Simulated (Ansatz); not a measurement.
## Geometry relaxation, with input and output: B5N (part 1 of 2)

The run: geometry relaxation of B5N (F-43m, 6 atoms in the cell). Method and program: DFT PBE, scalar-relativistic, plane waves, PAW, no spin polarisation (Ansatz 0.2.0).

The structure was made by a generator, so it may or may not be a known phase. Figures and captions count atoms from 1; the log counts them from 0 in places.

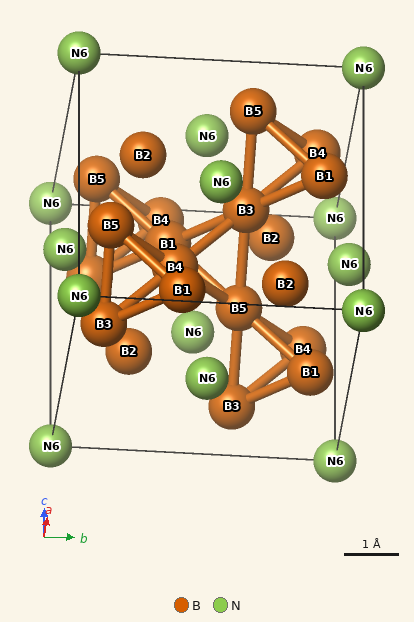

Fig. 1: The input geometry (ball-and-stick view of the cell 4 times as large as that of the calculation, set on its symmetry axes, seen at an oblique angle; atoms are numbered from 1 in the order of the input). An atom can appear more than once, as a periodic image.

The input
```yaml
crystal:
  lattice:
    - [0.0, 2.684936747, 2.684936747]
    - [2.684936747, 0.0, 2.684936747]
    - [2.684936747, 2.684936747, 0.0]
  atoms:
    - { symbol: B, position: [0.8744071751, 0.3751976083, 0.3751976083] }
    - { symbol: B, position: [0.75, 0.75, 0.75] }
    - { symbol: B, position: [0.3751976083, 0.3751976083, 0.8744071751] }
    - { symbol: B, position: [0.3751976083, 0.8744071751, 0.3751976083] }
    - { symbol: B, position: [0.3751976083, 0.3751976083, 0.3751976083] }
    - { symbol: "N", position: [0.0, 0.0, 0.0] }
basis:
  ecutwfc: 420
kpoints:
  mp_grid: { grid: [12, 12, 12] }
hamiltonian:
  xc: pbe
scf:
  occupations: { method: gaussian, width: 0.1 }
output:
  forces: true
  stress: true
  eigenvalues: true
  write_density: true
  write_potential: true
  elf: true
  volumetric_format: npy
relax:
  adjacent_minimum: "off"
  f_tol: 0.01
  max_steps: 80
  cell: { stress_tol: 0.05 }
```

Hardware: 1 thread of Arm Neoverse V1, 24 GiB of memory available, shared host.

Run as:
```bash
ansatz run input.yaml --threads 1 --pin off --max-ram 2560MiB --backend cpu --events-out ev --progress --plain --runs-dir out
```

The program's output
```
Engine: ansatz 0.2.0, aarch64-unknown-linux-gnu
Pseudopotentials: kind: paw
Pseudopotential: B, paw, valence charge 3, recommended cutoff 420 eV (normal), B.paw.azcp
Pseudopotential: N, paw, valence charge 5, recommended cutoff 420 eV (normal), N.paw.azcp
Functional definition: PBE
  parameter kappa = 0.804
  parameter beta = 0.06672455060314922
  exchange = pbe_x(kappa = kappa, mu = beta*pi^2/3)
  correlation = pbe_c(beta = beta)
Crystal: 6 atoms, lattice volume = 38.711 Å³
Basis set: ecut = 420 eV, 749 PW (Γ), exchange–correlation on 54×54×54 points (8 copies of the dense FFT grid, shifted against one another)
Bands: 16, of which v1, the nominal top of the filled ones, is band 10 counted from 1 (9 counted from 0)
Symmetry: 24 space group operations
Space group: F-43m (ITA 216), of the structure as read, at distance tolerance 3.4e-5 Å
k-points: 72 of 1728 (time reversal used)
Non-local potential: B, projectors of the file, l = 0: 2, l = 1: 2, l = 2: 1
Non-local potential: N, projectors of the file, l = 0: 2, l = 1: 2, l = 2: 1
PAW form: soft (Blöchl's): semilocal exchange-correlation on the pseudo side does not see the compensation charge
PAW one-centre angular grid: B, 110 points (default); XC on 64 Gauss nodes
PAW one-centre angular grid: N, 110 points (default); XC on 64 Gauss nodes
Initial density: superposition of atomic densities (neutral atoms: chi_scale 0, normalization atom), corrected by the library's trained network
Initial wavefunctions: pseudopotential atomic-orbital guess
Functional: x = pbe(κ = 0.804, μ = 0.2195149727645171), c = pbe(β = 0.06672455060314922)
SCF iter   1: F=—  HF=-1151.074066 eV  |F-HF|=—  |Δ(HF+E_count)|=         —  Δρ=1.29e-2  dr2=6.32e-2  ethr=1.77e-3  ⟨swp⟩=4.1  Hψ=5795  notcnv=0
preconditioner: auto → Kerker (q_TF=auto, 2.444 Å⁻¹)  [metal: Δε(μ)=0.006 eV  Ē_g=10.657 eV  σ=0.100 eV  W_gap=0.03  n_scr=14 (ndim 8)  ℏωp=26.7 eV  f_vac=0.000  D(μ)=2.36/eV (n_scr^D=26)]
SCF iter   2: F=—  HF=-1151.066230 eV  |F-HF|=—  |Δ(HF+E_count)|=   7.84e-3  Δρ=6.96e-3  dr2=1.85e-2  ethr=3.16e-4  ⟨swp⟩=1.0  Hψ=1728  notcnv=0
SCF iter   3: F=—  HF=-1151.062977 eV  |F-HF|=—  |Δ(HF+E_count)|=   3.25e-3  Δρ=5.12e-4  dr2=5.95e-5  ethr=9.27e-5  ⟨swp⟩=2.0  Hψ=1626  notcnv=0
SCF iter   4: F=—  HF=-1151.062974 eV  |F-HF|=—  |Δ(HF+E_count)|=   3.30e-6  Δρ=5.45e-5  dr2=5.12e-7  ethr=2.97e-7  ⟨swp⟩=2.3  Hψ=1800  notcnv=0
iter 5 did not close the SCF: its close was put off for the readings that it lacked (scf_convergence_deferred on its scf_iter line)
SCF iter   5: F=-1151.062974 eV  HF=-1151.062974 eV  |F-HF|=1.66e-8  |Δ(HF+E_count)|=   1.12e-8  Δρ=8.32e-6  dr2=2.90e-8  ethr=2.56e-9  ⟨swp⟩=2.1  Hψ=1744  notcnv=0
SCF iter   6: F=-1151.062974 eV  HF=-1151.062974 eV  |F-HF|=2.09e-10  |Δ(HF+E_count)|=   2.10e-9  Δρ=1.29e-6  dr2=4.54e-10  ethr=1.45e-10  ⟨swp⟩=7.6  Hψ=6216  notcnv=0
SCF 1 converged in 6 iterations: F = -1151.062974 eV  dr2 = 4.54e-10
  greatest PAW one-centre occupation: 0.868 electrons in one spin orbital (limit 2), on the N atom at site 5 (counted from 0), in its partial waves of l = 0
relax step   1: F+E_penalty+E_count = -1151.06297366 eV  Δ(F+E_penalty+E_count) = +0.000e0 eV  max|allowed force component| = 1.075e-1 eV/Å  Δτ_max = 0.0000 Å  P = +0.665 GPa  Ω = 38.711 Å³  (6 SCF iters, dr2 threshold 1.00e-7 eV, accepted)
Crystal: 6 atoms, lattice volume = 38.770 Å³
Initial density: handed on by an earlier stage of this run
Initial wavefunctions: those handed on with the density
iter 1 solved again at ethr=1.61e-6 eV; its pass at ethr=3.10e-3 eV (dr2=3.21e-4 eV) is discarded
SCF iter   1: F=—  HF=-1151.064362 eV  |F-HF|=—  |Δ(HF+E_count)|=         —  Δρ=6.98e-4  dr2=3.26e-4  ethr=1.61e-6  ⟨swp⟩=1.0  Hψ=6255  notcnv=0
preconditioner: auto → Kerker (q_TF=auto, 2.443 Å⁻¹)  [metal: Δε(μ)=0.020 eV  Ē_g=10.642 eV  σ=0.100 eV  W_gap=0.11  n_scr=14 (ndim 8)  ℏωp=26.7 eV  f_vac=0.000  D(μ)=2.51/eV (n_scr^D=26)]
SCF iter   2: F=—  HF=-1151.064282 eV  |F-HF|=—  |Δ(HF+E_count)|=   8.02e-5  Δρ=3.85e-4  dr2=1.01e-4  ethr=1.61e-6  ⟨swp⟩=1.0  Hψ=1152  notcnv=0
iter 3 did not close the SCF: its close was put off for the readings that it lacked (scf_convergence_deferred on its scf_iter line)
SCF iter   3: F=-1151.064245 eV  HF=-1151.064245 eV  |F-HF|=5.36e-8  |Δ(HF+E_count)|=   3.67e-5  Δρ=2.51e-5  dr2=1.82e-7  ethr=5.04e-7  ⟨swp⟩=2.4  Hψ=1796  notcnv=0
iter 4 did not close the SCF: its close was put off for the readings that it lacked (scf_convergence_deferred on its scf_iter line)
SCF iter   4: F=-1151.064245 eV  HF=-1151.064245 eV  |F-HF|=4.91e-9  |Δ(HF+E_count)|=   3.45e-9  Δρ=4.72e-6  dr2=8.77e-9  ethr=9.10e-10  ⟨swp⟩=2.4  Hψ=1886  notcnv=0
iter 5 did not close the SCF: its close was put off for the readings that it lacked (scf_convergence_deferred on its scf_iter line)
SCF iter   5: F=-1151.064245 eV  HF=-1151.064245 eV  |F-HF|=5.71e-11  |Δ(HF+E_count)|=   1.78e-9  Δρ=5.10e-7  dr2=1.19e-10  ethr=4.39e-11  ⟨swp⟩=2.0  Hψ=1820  notcnv=0
SCF iter   6: F=-1151.064245 eV  HF=-1151.064245 eV  |F-HF|=4.55e-13  |Δ(HF+E_count)|=  2.23e-11  Δρ=9.80e-8  dr2=1.88e-12  ethr=1.00e-12  ⟨swp⟩=4.1  Hψ=4698  notcnv=0
SCF 2 converged in 6 iterations: F = -1151.064245 eV  dr2 = 1.88e-12
relax step   2: F+E_penalty+E_count = -1151.06424507 eV  Δ(F+E_penalty+E_count) = -1.271e-3 eV  max|allowed force component| = 8.430e-2 eV/Å  Δτ_max = 0.0019 Å  P = +0.326 GPa  Ω = 38.770 Å³  energy of the carried Pulay correction = -1.723e-4 eV  (6 SCF iters, dr2 threshold 6.00e-7 eV, accepted)
Crystal: 6 atoms, lattice volume = 38.802 Å³
iter 1 solved again at ethr=1.96e-5 eV; its pass at ethr=3.10e-3 eV (dr2=3.93e-3 eV) is discarded
SCF iter   1: F=—  HF=-1151.067777 eV  |F-HF|=—  |Δ(HF+E_count)|=         —  Δρ=2.42e-3  dr2=3.99e-3  ethr=1.96e-5  ⟨swp⟩=1.0  Hψ=6334  notcnv=0
preconditioner: auto → Kerker (q_TF=auto, 2.443 Å⁻¹)  [metal: Δε(μ)=0.023 eV  Ē_g=10.634 eV  σ=0.100 eV  W_gap=0.13  n_scr=14 (ndim 8)  ℏωp=26.7 eV  f_vac=0.000  D(μ)=2.61/eV (n_scr^D=26)]
SCF iter   2: F=—  HF=-1151.066733 eV  |F-HF|=—  |Δ(HF+E_count)|=   1.04e-3  Δρ=1.34e-3  dr2=1.25e-3  ethr=1.96e-5  ⟨swp⟩=1.0  Hψ=1154  notcnv=0
SCF iter   3: F=—  HF=-1151.066239 eV  |F-HF|=—  |Δ(HF+E_count)|=   4.94e-4  Δρ=7.30e-5  dr2=9.17e-7  ethr=6.24e-6  ⟨swp⟩=2.1  Hψ=1754  notcnv=0
SCF iter   4: F=—  HF=-1151.066238 eV  |F-HF|=—  |Δ(HF+E_count)|=   1.05e-6  Δρ=1.43e-5  dr2=3.30e-8  ethr=4.59e-9  ⟨swp⟩=2.2  Hψ=1845  notcnv=0
iter 5 did not close the SCF: its close was put off for the readings that it lacked (scf_convergence_deferred on its scf_iter line)
SCF iter   5: F=-1151.066238 eV  HF=-1151.066238 eV  |F-HF|=1.41e-11  |Δ(HF+E_count)|=   2.59e-9  Δρ=1.28e-6  dr2=3.45e-10  ethr=1.65e-10  ⟨swp⟩=1.1  Hψ=1181  notcnv=0
SCF iter   6: F=-1151.066238 eV  HF=-1151.066238 eV  |F-HF|=0.00e0  |Δ(HF+E_count)|=  4.12e-11  Δρ=9.62e-8  dr2=2.13e-12  ethr=1.72e-12  ⟨swp⟩=4.1  Hψ=5365  notcnv=0
SCF 3 converged in 6 iterations: F = -1151.066238 eV  dr2 = 2.13e-12
relax step   3: F+E_penalty+E_count = -1151.06623781 eV  Δ(F+E_penalty+E_count) = -1.993e-3 eV  max|allowed force component| = 3.042e-3 eV/Å  Δτ_max = 0.0072 Å  P = +0.177 GPa  Ω = 38.802 Å³  energy of the carried Pulay correction = -2.642e-4 eV  (6 SCF iters, dr2 threshold 4.44e-7 eV, accepted)
Crystal: 6 atoms, lattice volume = 38.838 Å³
iter 1 solved again at ethr=1.26e-7 eV; its pass at ethr=3.10e-3 eV (dr2=2.53e-5 eV) is discarded
SCF iter   1: F=—  HF=-1151.066161 eV  |F-HF|=—  |Δ(HF+E_count)|=         —  Δρ=1.82e-4  dr2=2.56e-5  ethr=1.26e-7  ⟨swp⟩=1.0  Hψ=6253  notcnv=0
preconditioner: auto → Kerker (q_TF=auto, 2.443 Å⁻¹)  [metal: Δε(μ)=0.017 eV  Ē_g=10.627 eV  σ=0.100 eV  W_gap=0.10  n_scr=14 (ndim 8)  ℏωp=26.6 eV  f_vac=0.000  D(μ)=2.58/eV (n_scr^D=26)]
SCF iter   2: F=—  HF=-1151.066154 eV  |F-HF|=—  |Δ(HF+E_count)|=   6.76e-6  Δρ=1.04e-4  dr2=8.70e-6  ethr=1.26e-7  ⟨swp⟩=1.0  Hψ=1152  notcnv=0
iter 3 did not close the SCF: its close was put off for the readings that it lacked (scf_convergence_deferred on its scf_iter line)
SCF iter   3: F=-1151.066152 eV  HF=-1151.066152 eV  |F-HF|=2.46e-8  |Δ(HF+E_count)|=   2.21e-6  Δρ=1.06e-5  dr2=4.53e-8  ethr=4.35e-8  ⟨swp⟩=2.1  Hψ=1734  notcnv=0
iter 4 did not close the SCF: its close was put off for the readings that it lacked (scf_convergence_deferred on its scf_iter line)
SCF iter   4: F=-1151.066152 eV  HF=-1151.066152 eV  |F-HF|=2.45e-10  |Δ(HF+E_count)|=   1.26e-8  Δρ=1.33e-6  dr2=5.87e-10  ethr=2.27e-10  ⟨swp⟩=2.1  Hψ=1894  notcnv=0
iter 5 did not close the SCF: its close was put off for the readings that it lacked (scf_convergence_deferred on its scf_iter line)
SCF iter   5: F=-1151.066152 eV  HF=-1151.066152 eV  |F-HF|=6.82e-13  |Δ(HF+E_count)|=  1.45e-10  Δρ=1.68e-7  dr2=5.32e-12  ethr=2.94e-12  ⟨swp⟩=2.2  Hψ=1809  notcnv=0
SCF iter   6: F=-1151.066152 eV  HF=-1151.066152 eV  |F-HF|=2.27e-13  |Δ(HF+E_count)|=  1.14e-12  Δρ=2.92e-8  dr2=1.87e-13  ethr=1.00e-12  ⟨swp⟩=3.1  Hψ=4086  notcnv=0
SCF 4 converged in 6 iterations: F = -1151.066152 eV  dr2 = 1.87e-13
relax step   4: F+E_penalty+E_count = -1151.06615201 eV  Δ(F+E_penalty+E_count) = +8.579e-5 eV  max|allowed force component| = 2.495e-4 eV/Å  Δτ_max = 0.0002 Å  P = -0.028 GPa  Ω = 38.838 Å³  energy of the carried Pulay correction = -3.693e-4 eV  (6 SCF iters, accepted)
Initial wavefunctions: pseudopotential atomic-orbital guess (no wavefunctions were taken with the density)
iter 1 solved again at ethr=3.60e-8 eV; its pass at ethr=3.10e-3 eV (dr2=7.20e-6 eV) is discarded
SCF iter   1: F=—  HF=-1151.066597 eV  |F-HF|=—  |Δ(HF+E_count)|=         —  Δρ=1.73e-5  dr2=1.88e-8  ethr=3.60e-8  ⟨swp⟩=3.0  Hψ=8674  notcnv=0
preconditioner: auto → Kerker (q_TF=auto, 2.443 Å⁻¹)  [metal: Δε(μ)=0.019 eV  Ē_g=10.627 eV  σ=0.100 eV  W_gap=0.10  n_scr=14 (ndim 8)  ℏωp=26.6 eV  f_vac=0.000  D(μ)=2.58/eV (n_scr^D=26)]
SCF iter   2: F=—  HF=-1151.066594 eV  |F-HF|=—  |Δ(HF+E_count)|=   3.14e-6  Δρ=9.02e-6  dr2=4.46e-9  ethr=9.42e-11  ⟨swp⟩=2.3  Hψ=1865  notcnv=0
iter 3 did not close the SCF: its close was put off for the readings that it lacked (scf_convergence_deferred on its scf_iter line)
SCF iter   3: F=-1151.066594 eV  HF=-1151.066594 eV  |F-HF|=5.18e-11  |Δ(HF+E_count)|=   1.36e-8  Δρ=6.24e-7  dr2=3.55e-11  ethr=2.23e-11  ⟨swp⟩=2.0  Hψ=1882  notcnv=0
iter 4 did not close the SCF: its close was put off for the readings that it lacked (scf_convergence_deferred on its scf_iter line)
SCF iter   4: F=-1151.066594 eV  HF=-1151.066594 eV  |F-HF|=6.82e-13  |Δ(HF+E_count)|=  5.82e-11  Δρ=6.27e-8  dr2=1.49e-12  ethr=1.00e-12  ⟨swp⟩=1.0  Hψ=1152  notcnv=0
iter 5 did not close the SCF: its close was put off for the readings that it lacked (scf_convergence_deferred on its scf_iter line)
SCF iter   5: F=-1151.066594 eV  HF=-1151.066594 eV  |F-HF|=0.00e0  |Δ(HF+E_count)|=  4.55e-13  Δρ=1.17e-8  dr2=6.96e-14  ethr=1.00e-12  ⟨swp⟩=1.0  Hψ=1152  notcnv=0
iter 6 did not close the SCF: its close was put off for the readings that it lacked (scf_convergence_deferred on its scf_iter line)
SCF iter   6: F=-1151.066594 eV  HF=-1151.066594 eV  |F-HF|=2.27e-13  |Δ(HF+E_count)|=  4.55e-13  Δρ=1.44e-9  dr2=4.69e-16  ethr=1.00e-12  ⟨swp⟩=1.0  Hψ=1152  notcnv=0
SCF iter   7: F=-1151.066594 eV  HF=-1151.066594 eV  |F-HF|=0.00e0  |Δ(HF+E_count)|=  4.55e-13  Δρ=3.16e-10  dr2=1.48e-17  ethr=1.00e-12  ⟨swp⟩=2.0  Hψ=3259  notcnv=0
SCF 5 converged in 7 iterations: F = -1151.066594 eV  dr2 = 1.48e-17
relax step   5: F+E_penalty+E_count = -1151.06659359 eV  Δ(F+E_penalty+E_count) = -4.416e-4 eV  max|allowed force component| = 2.671e-4 eV/Å  Δτ_max = 0.0000 Å  P = -0.012 GPa  Ω = 38.838 Å³  stress off target by 1.23e-2 GPa  SCF on the basis re-selected at this cell (its energy is not comparable with the rows above)  (7 SCF iters)
```
